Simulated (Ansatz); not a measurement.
**Run report: GaN, geometry relaxation (part 2 of 3)**

GaN (P6₃/mmc, 4 atoms in the cell); DFT, PBE, PAW with Ansatz's default frozen-core files, scalar-relativistic, no spin polarisation (Ansatz 0.2.0); cutoff 420 eV, 11×11×7 k-mesh, Fermi–Dirac smearing of 0.08 eV. The structure was built on a prototype by a generator; it need not be a known phase. Its volume is 0.93 times that of the source entry. It belongs to a series of runs on one base structure; here: NiAs relaxed under pressure, PAW files.

Geometry of the input (Å; fractional positions):
```
2.9978  0.0000  0.0000
-1.4989  2.5961  0.0000
0.0000  0.0000  4.6465
Ga 0.0000  0.0000  0.0000
Ga 0.0000  0.0000  0.5000
N  0.3333  0.6667  0.2500
N  0.6667  0.3333  0.7500
```

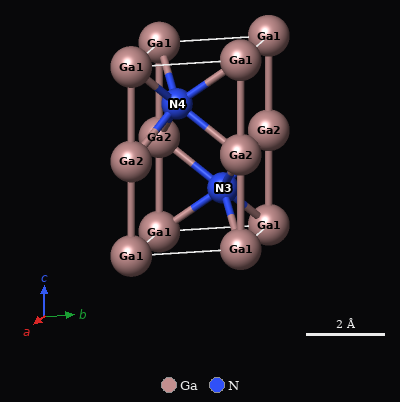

Figure 1. The geometry at step 8 of the log (ball-and-stick view of the cell of the calculation, seen slightly off an axis; atoms are numbered from 1 in the order of the input).

### Log, continued
```
SCF iter   1: F=—  HF=-8333.245873 eV  |F-HF|=—  |Δ(HF+E_count)|=         —  Δρ=1.06e-3  dr2=2.10e-5  ethr=6.35e-8  ⟨swp⟩=3.0  Hψ=9927  notcnv=0
preconditioner: auto → none  [insulator: Δε(μ)=1.735 eV  Ē_g=17.321 eV  σ=0.080 eV  W_gap=1.00  n_scr=10 (ndim 8)  ℏωp=36.7 eV  f_vac=0.000  D(μ)=0.00/eV (n_scr^D=0)  ε∞_Penn≈5.5]
SCF iter   2: F=—  HF=-8333.246743 eV  |F-HF|=—  |Δ(HF+E_count)|=   8.70e-4  Δρ=5.29e-4  dr2=4.53e-6  ethr=5.82e-8  ⟨swp⟩=2.0  Hψ=1772  notcnv=0
SCF iter   3: F=—  HF=-8333.247007 eV  |F-HF|=—  |Δ(HF+E_count)|=   2.64e-4  Δρ=4.36e-5  dr2=6.35e-8  ethr=1.26e-8  ⟨swp⟩=2.0  Hψ=2560  notcnv=0
SCF iter   4: F=—  HF=-8333.247011 eV  |F-HF|=—  |Δ(HF+E_count)|=   4.51e-6  Δρ=3.48e-6  dr2=1.79e-9  ethr=1.76e-10  ⟨swp⟩=2.0  Hψ=2560  notcnv=0
SCF iter   5: F=—  HF=-8333.247011 eV  |F-HF|=—  |Δ(HF+E_count)|=   1.31e-9  Δρ=1.71e-6  dr2=4.22e-10  ethr=4.97e-12  ⟨swp⟩=2.0  Hψ=2560  notcnv=0
SCF iter   6: F=-8333.247011 eV  HF=-8333.247011 eV  |F-HF|=2.36e-11  |Δ(HF+E_count)|=  7.46e-11  Δρ=2.20e-7  dr2=4.57e-12  ethr=1.00e-12  ⟨swp⟩=4.1  Hψ=7671  notcnv=0
SCF 6 converged in 6 iterations: F = -8333.247011 eV  dr2 = 4.57e-12
  greatest PAW one-centre occupation: 0.997 electrons in one spin orbital (limit 2), on the Ga atom at site 0 (counted from 0), in its partial waves of l = 2
relax step   6: F+E_penalty+E_count = -8333.24701129 eV  Δ(F+E_penalty+E_count) = -9.173e-3 eV  max|allowed force component| = 2.961e-16 eV/Å  Δτ_max = 0.0000 Å  P = +18.285 GPa  Ω = 36.888 Å³  stress off target by 8.68e-1 GPa  SCF on the basis re-selected at this cell (its energy is not comparable with the rows above)  (6 SCF iters)
basis re-selected at this cell: Δ(F+E_penalty+E_count) = -9.173e-3 eV, ΔP = +0.288 GPa vs the last step (what re-selecting the basis moved, of the pressure what is left beyond the Pulay correction that the steps carried, after the strain that the cell walked since its last selection, with what the two solves' SCF thresholds leave and, on support functions, any second-order correction that the steps lacked; it is no measure of the basis error at this ecutwfc). The dense FFT grid was sized anew with the basis: this SCF ran on 20×20×36 points, the steps before it on 24×24×32, so part of this shift can come from that change (see relax.cell in the input reference). This SCF's stress stands 8.68e-1 GPa from its target on what of the cell is left free (relax.cell.stress_tol is 3.00e-2 GPa) and its largest allowed force component is 2.96e-16 eV/Å (relax.f_tol is 5.00e-3 eV/Å): not within both, so this SCF does not close the relaxation
Crystal: 4 atoms, lattice volume = 36.919 Å³
iter 1 solved again at ethr=4.12e-8 eV; its pass at ethr=3.10e-3 eV (dr2=1.48e-5 eV) is discarded
SCF iter   1: F=—  HF=-8333.250398 eV  |F-HF|=—  |Δ(HF+E_count)|=         —  Δρ=2.63e-4  dr2=1.56e-5  ethr=4.12e-8  ⟨swp⟩=2.0  Hψ=7006  notcnv=0
preconditioner: auto → none  [insulator: Δε(μ)=1.716 eV  Ē_g=17.312 eV  σ=0.080 eV  W_gap=1.00  n_scr=10 (ndim 8)  ℏωp=36.7 eV  f_vac=0.000  D(μ)=0.00/eV (n_scr^D=0)  ε∞_Penn≈5.5]
SCF iter   2: F=—  HF=-8333.250421 eV  |F-HF|=—  |Δ(HF+E_count)|=   2.29e-5  Δρ=9.64e-5  dr2=1.53e-6  ethr=4.12e-8  ⟨swp⟩=2.0  Hψ=1764  notcnv=0
iter 3 did not close the SCF: its close was put off for the readings that it lacked (scf_convergence_deferred on its scf_iter line)
SCF iter   3: F=-8333.250420 eV  HF=-8333.250420 eV  |F-HF|=4.25e-8  |Δ(HF+E_count)|=   2.55e-7  Δρ=2.04e-5  dr2=5.36e-8  ethr=4.24e-9  ⟨swp⟩=2.1  Hψ=1890  notcnv=0
iter 4 did not close the SCF: its close was put off for the readings that it lacked (scf_convergence_deferred on its scf_iter line)
SCF iter   4: F=-8333.250420 eV  HF=-8333.250420 eV  |F-HF|=1.45e-8  |Δ(HF+E_count)|=   6.98e-9  Δρ=6.17e-6  dr2=6.68e-9  ethr=1.49e-10  ⟨swp⟩=2.0  Hψ=2535  notcnv=0
iter 5 did not close the SCF: its close was put off for the readings that it lacked (scf_convergence_deferred on its scf_iter line)
SCF iter   5: F=-8333.250420 eV  HF=-8333.250420 eV  |F-HF|=2.18e-11  |Δ(HF+E_count)|=   4.62e-9  Δρ=1.22e-6  dr2=2.00e-10  ethr=1.86e-11  ⟨swp⟩=2.0  Hψ=2536  notcnv=0
SCF iter   6: F=-8333.250420 eV  HF=-8333.250420 eV  |F-HF|=2.73e-11  |Δ(HF+E_count)|=  9.28e-11  Δρ=2.17e-7  dr2=8.79e-12  ethr=1.00e-12  ⟨swp⟩=4.6  Hψ=7605  notcnv=0
SCF 7 converged in 6 iterations: F = -8333.250420 eV  dr2 = 8.79e-12
relax step   7: F+E_penalty+E_count = -8333.25042028 eV  Δ(F+E_penalty+E_count) = -3.409e-3 eV  max|allowed force component| = 3.053e-16 eV/Å  Δτ_max = 0.0000 Å  P = +18.013 GPa  Ω = 36.919 Å³  energy of the carried Pulay correction = -1.310e-4 eV  (6 SCF iters, dr2 threshold 4.00e-7 eV, accepted)
iter 1 solved again at ethr=7.70e-9 eV; its pass at ethr=3.10e-3 eV (dr2=2.77e-6 eV) is discarded
SCF iter   1: F=—  HF=-8333.250402 eV  |F-HF|=—  |Δ(HF+E_count)|=         —  Δρ=3.14e-4  dr2=7.57e-7  ethr=7.70e-9  ⟨swp⟩=3.4  Hψ=10063  notcnv=0
preconditioner: auto → none  [insulator: Δε(μ)=1.717 eV  Ē_g=17.312 eV  σ=0.080 eV  W_gap=1.00  n_scr=10 (ndim 8)  ℏωp=36.7 eV  f_vac=0.000  D(μ)=0.00/eV (n_scr^D=0)  ε∞_Penn≈5.5]
SCF iter   2: F=—  HF=-8333.250558 eV  |F-HF|=—  |Δ(HF+E_count)|=   1.56e-4  Δρ=1.57e-4  dr2=1.89e-7  ethr=2.10e-9  ⟨swp⟩=1.0  Hψ=1408  notcnv=0
SCF iter   3: F=—  HF=-8333.250600 eV  |F-HF|=—  |Δ(HF+E_count)|=   4.23e-5  Δρ=2.91e-6  dr2=1.91e-9  ethr=5.26e-10  ⟨swp⟩=1.0  Hψ=1408  notcnv=0
SCF iter   4: F=—  HF=-8333.250600 eV  |F-HF|=—  |Δ(HF+E_count)|=   1.99e-9  Δρ=4.09e-7  dr2=3.64e-11  ethr=5.30e-12  ⟨swp⟩=2.0  Hψ=2527  notcnv=0
iter 5 did not close the SCF: its close was put off for the readings that it lacked (scf_convergence_deferred on its scf_iter line)
SCF iter   5: F=-8333.250600 eV  HF=-8333.250600 eV  |F-HF|=1.82e-12  |Δ(HF+E_count)|=  1.09e-11  Δρ=1.94e-7  dr2=7.59e-12  ethr=1.00e-12  ⟨swp⟩=1.4  Hψ=1636  notcnv=0
iter 6 did not close the SCF: its close was put off for the readings that it lacked (scf_convergence_deferred on its scf_iter line)
SCF iter   6: F=-8333.250600 eV  HF=-8333.250600 eV  |F-HF|=3.64e-12  |Δ(HF+E_count)|=  9.09e-12  Δρ=3.06e-8  dr2=9.86e-14  ethr=1.00e-12  ⟨swp⟩=1.0  Hψ=1408  notcnv=0
iter 7 did not close the SCF: its close was put off for the readings that it lacked (scf_convergence_deferred on its scf_iter line)
SCF iter   7: F=-8333.250600 eV  HF=-8333.250600 eV  |F-HF|=0.00e0  |Δ(HF+E_count)|=  5.46e-12  Δρ=3.31e-9  dr2=2.95e-15  ethr=1.00e-12  ⟨swp⟩=1.0  Hψ=1408  notcnv=0
iter 8 did not close the SCF: its close was put off for the readings that it lacked (scf_convergence_deferred on its scf_iter line)
SCF iter   8: F=-8333.250600 eV  HF=-8333.250600 eV  |F-HF|=1.82e-12  |Δ(HF+E_count)|=    0.00e0  Δρ=6.27e-10  dr2=1.42e-16  ethr=1.00e-12  ⟨swp⟩=1.0  Hψ=1408  notcnv=0
SCF iter   9: F=-8333.250600 eV  HF=-8333.250600 eV  |F-HF|=1.82e-12  |Δ(HF+E_count)|=  1.82e-12  Δρ=8.68e-11  dr2=2.32e-18  ethr=1.00e-12  ⟨swp⟩=2.0  Hψ=3664  notcnv=0
SCF 8 converged in 9 iterations: F = -8333.250600 eV  dr2 = 2.32e-18
relax step   8: F+E_penalty+E_count = -8333.25060014 eV  Δ(F+E_penalty+E_count) = -1.799e-4 eV  max|allowed force component| = 2.961e-16 eV/Å  Δτ_max = 0.0000 Å  P = +18.013 GPa  Ω = 36.919 Å³  stress off target by 3.07e-2 GPa  SCF on the basis re-selected at this cell (its energy is not comparable with the rows above)  (9 SCF iters)
basis re-selected at this cell: Δ(F+E_penalty+E_count) = -1.799e-4 eV, ΔP = +0.000 GPa vs the last step (what re-selecting the basis moved, of the pressure what is left beyond the Pulay correction that the steps carried, after the strain that the cell walked since its last selection, with what the two solves' SCF thresholds leave and, on support functions, any second-order correction that the steps lacked; it is no measure of the basis error at this ecutwfc). This SCF's stress stands 3.07e-2 GPa from its target on what of the cell is left free (relax.cell.stress_tol is 3.00e-2 GPa) and its largest allowed force component is 2.96e-16 eV/Å (relax.f_tol is 5.00e-3 eV/Å): not within both, so this SCF does not close the relaxation
Crystal: 4 atoms, lattice volume = 36.920 Å³
iter 1 solved again at ethr=9.47e-11 eV; its pass at ethr=3.10e-3 eV (dr2=3.41e-8 eV) is discarded
SCF iter   1: F=—  HF=-8333.250745 eV  |F-HF|=—  |Δ(HF+E_count)|=         —  Δρ=1.11e-5  dr2=3.49e-8  ethr=9.47e-11  ⟨swp⟩=2.1  Hψ=6977  notcnv=0
SCF iter   2: F=—  HF=-8333.250772 eV  |F-HF|=—  |Δ(HF+E_count)|=   2.69e-5  Δρ=3.25e-6  dr2=2.52e-9  ethr=9.47e-11  ⟨swp⟩=2.1  Hψ=2419  notcnv=0
iter 3 did not close the SCF: its close was put off for the readings that it lacked (scf_convergence_deferred on its scf_iter line)
SCF iter   3: F=-8333.250772 eV  HF=-8333.250772 eV  |F-HF|=9.09e-12  |Δ(HF+E_count)|=  3.44e-10  Δρ=8.31e-7  dr2=9.14e-11  ethr=6.99e-12  ⟨swp⟩=2.0  Hψ=1802  notcnv=0
iter 4 did not close the SCF: its close was put off for the readings that it lacked (scf_convergence_deferred on its scf_iter line)
SCF iter   4: F=-8333.250772 eV  HF=-8333.250772 eV  |F-HF|=2.55e-11  |Δ(HF+E_count)|=  2.00e-11  Δρ=2.14e-7  dr2=1.07e-11  ethr=1.00e-12  ⟨swp⟩=2.0  Hψ=1939  notcnv=0
iter 5 did not close the SCF: its close was put off for the readings that it lacked (scf_convergence_deferred on its scf_iter line)
SCF iter   5: F=-8333.250772 eV  HF=-8333.250772 eV  |F-HF|=1.82e-12  |Δ(HF+E_count)|=  9.09e-12  Δρ=3.82e-8  dr2=2.12e-13  ethr=1.00e-12  ⟨swp⟩=1.0  Hψ=1408  notcnv=0
iter 6 did not close the SCF: its close was put off for the readings that it lacked (scf_convergence_deferred on its scf_iter line)
SCF iter   6: F=-8333.250772 eV  HF=-8333.250772 eV  |F-HF|=1.82e-12  |Δ(HF+E_count)|=  1.82e-12  Δρ=5.96e-9  dr2=5.65e-15  ethr=1.00e-12  ⟨swp⟩=1.0  Hψ=1408  notcnv=0
SCF iter   7: F=-8333.250772 eV  HF=-8333.250772 eV  |F-HF|=0.00e0  |Δ(HF+E_count)|=  3.64e-12  Δρ=2.12e-9  dr2=6.72e-16  ethr=1.00e-12  ⟨swp⟩=3.0  Hψ=5268  notcnv=0
SCF 9 converged in 7 iterations: F = -8333.250772 eV  dr2 = 6.72e-16
relax step   9: F+E_penalty+E_count = -8333.25077156 eV  Δ(F+E_penalty+E_count) = -1.714e-4 eV  max|allowed force component| = 3.608e-16 eV/Å  Δτ_max = 0.0000 Å  P = +18.000 GPa  Ω = 36.920 Å³  energy of the carried Pulay correction = -6.651e-6 eV  (7 SCF iters, accepted)
iter 1 solved again at ethr=5.77e-9 eV; its pass at ethr=3.10e-3 eV (dr2=2.08e-6 eV) is discarded
SCF iter   1: F=—  HF=-8333.250762 eV  |F-HF|=—  |Δ(HF+E_count)|=         —  Δρ=1.41e-6  dr2=9.74e-11  ethr=5.77e-9  ⟨swp⟩=3.6  Hψ=10139  notcnv=0
iter 2 did not close the SCF: its close was put off for the readings that it lacked (scf_convergence_deferred on its scf_iter line)
SCF iter   2: F=-8333.250789 eV  HF=-8333.250789 eV  |F-HF|=5.09e-11  |Δ(HF+E_count)|=   2.69e-5  Δρ=5.30e-7  dr2=1.39e-11  ethr=1.00e-12  ⟨swp⟩=3.0  Hψ=3355  notcnv=0
iter 3 did not close the SCF: its close was put off for the readings that it lacked (scf_convergence_deferred on its scf_iter line)
SCF iter   3: F=-8333.250789 eV  HF=-8333.250789 eV  |F-HF|=1.46e-11  |Δ(HF+E_count)|=  4.18e-11  Δρ=2.38e-7  dr2=2.58e-12  ethr=1.00e-12  ⟨swp⟩=1.0  Hψ=1408  notcnv=0
iter 4 did not close the SCF: its close was put off for the readings that it lacked (scf_convergence_deferred on its scf_iter line)
SCF iter   4: F=-8333.250789 eV  HF=-8333.250789 eV  |F-HF|=0.00e0  |Δ(HF+E_count)|=  1.27e-11  Δρ=1.42e-8  dr2=2.65e-14  ethr=1.00e-12  ⟨swp⟩=1.0  Hψ=1408  notcnv=0
iter 5 did not close the SCF: its close was put off for the readings that it lacked (scf_convergence_deferred on its scf_iter line)
SCF iter   5: F=-8333.250789 eV  HF=-8333.250789 eV  |F-HF|=1.82e-12  |Δ(HF+E_count)|=    0.00e0  Δρ=4.98e-9  dr2=3.15e-15  ethr=1.00e-12  ⟨swp⟩=1.0  Hψ=1408  notcnv=0
SCF iter   6: F=-8333.250789 eV  HF=-8333.250789 eV  |F-HF|=1.82e-12  |Δ(HF+E_count)|=    0.00e0  Δρ=2.08e-9  dr2=3.16e-16  ethr=1.00e-12  ⟨swp⟩=2.4  Hψ=4384  notcnv=0
SCF 10 converged in 6 iterations: F = -8333.250789 eV  dr2 = 3.16e-16
relax step  10: F+E_penalty+E_count = -8333.25078925 eV  Δ(F+E_penalty+E_count) = -1.768e-5 eV  max|allowed force component| = 2.961e-16 eV/Å  Δτ_max = 0.0000 Å  P = +18.000 GPa  Ω = 36.920 Å³  stress off target by 6.03e-4 GPa  SCF on the basis re-selected at this cell (its energy is not comparable with the rows above)  (6 SCF iters)
```

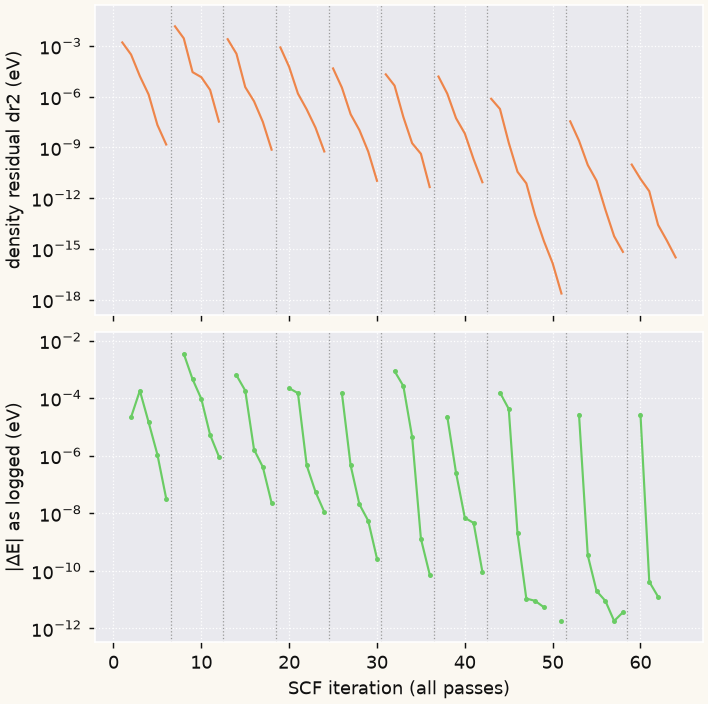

Figure 2. Convergence of the self-consistent field: density residual dr2 and size of the energy change against the SCF iteration. The dotted lines part the SCF passes of the relaxation: geometry steps, rejected trials and re-solves on a re-selected basis. The 10 passes take 6 to 9 iterations each, 64 in all.

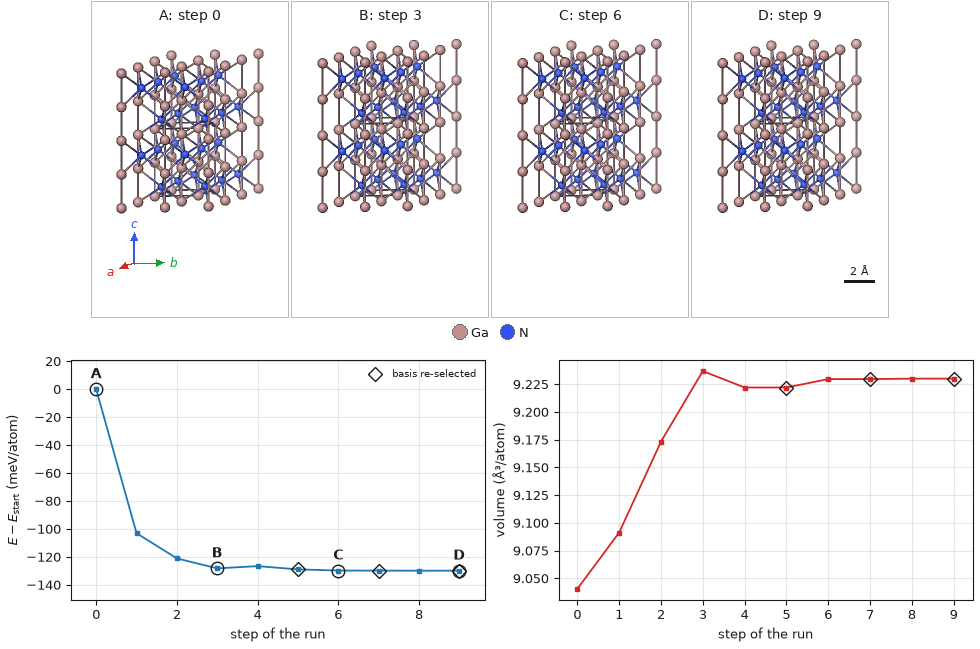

Figure 3. Frames of the relaxation (ball-and-stick view of the cell of the calculation, repeated 3 × 2 × 2, seen slightly off an axis) above the curves, on which the letters mark them (the first geometry is step 0 here and step 1 in the log).

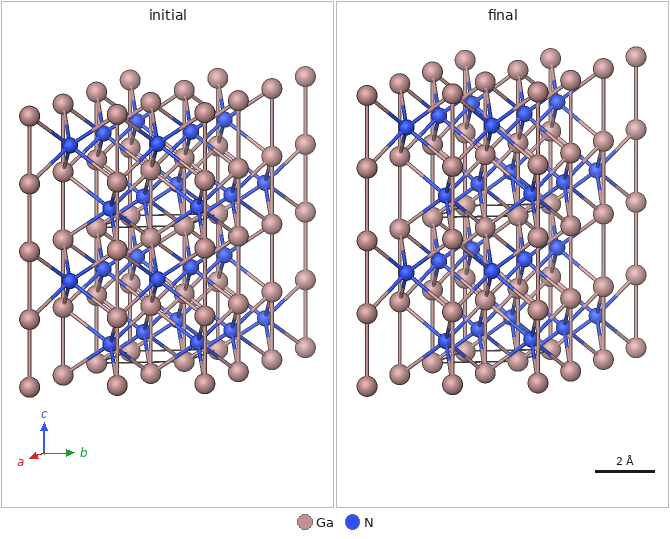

Figure 4. Before (left) and after (right) the relaxation, at one scale (ball-and-stick view of the cell of the calculation, repeated 3 × 2 × 2, seen slightly off an axis). The atoms keep their places relative to the cell (all moves are under 0.005 Å). The volume changes by +2.1 %, with a = b 2.998 → 2.924 Å (−2.5 %), c 4.647 → 4.986 Å (+7.3 %). Among the contacts that change: Ga1–Ga2 2.323 → 2.493 Å, Ga1–N3 2.084 → 2.099 Å. Among the angles that change: Ga1–N3–Ga2 67.7° → 72.9°, Ga1–N3–Ga1 92.0° → 88.3°. The space group stays P6_3/mmc (No. 194). The energy falls by 130 meV per atom in 6 geometry steps. All forces vanish by symmetry, so only the cell relaxes. The pressure goes from 28.49 to 18.00 GPa. 2 further SCFs at an unchanged geometry re-selected the plane-wave basis for the new cell. The energy change given includes the shifts at the re-selections in mid-walk, which come without any move. A last SCF at the same geometry on a re-selected plane-wave basis shifts the energy by next to nothing (0.0 meV per atom). (Atoms are counted from 1 in the order of the input.)
